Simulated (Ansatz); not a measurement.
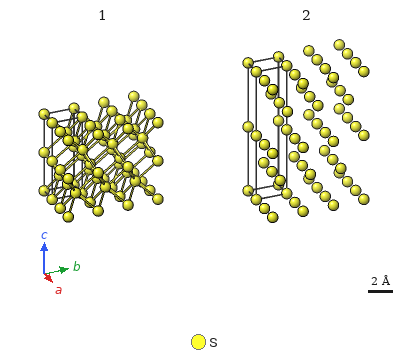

Two geometries of a crystal of S (built on the dhcp_194 type) (coarse preliminary run), drawn at one scale. One is the start of a relaxation, the other its converged end. The picture is a ball-and-stick view of the cell of the calculation, repeated 3 × 3 × 1 with one cell outlined, seen slightly off an axis.

Method: DFT r2SCAN, scalar-relativistic, plane waves, PAW (Ansatz). Settings: plane-wave cutoff 500 eV; k-point mesh 6 × 6 × 2; occupations gaussian; smearing width 0.1 eV; no spin polarisation; cell and atoms relaxed; force threshold 0.04 eV/Å; at most 70 steps.

Which one is relaxed?

Structure 1 is the relaxed one. Case: dhcp type (P6_3/mmc, No. 194). The energy falls by 1579 meV per atom in 11 accepted moves (12 points after the start). All forces vanish by symmetry, so only the cell relaxes. The pressure goes from −12.22 to 0.04 GPa. At 1 point the geometry stayed and the basis and grid were re-selected for the new cell (energy shift of 0.7 meV per atom at most each time). The atoms keep their places relative to the cell (all moves are under 0.005 Å). The volume changes by −42.1 %, with a = b 3.488 → 3.429 Å (−1.7 %), c 11.250 → 6.739 Å (−40.1 %). Some distances before and after: S–S 3.459 → 2.600 Å. The space group stays P6_3/mmc (No. 194).
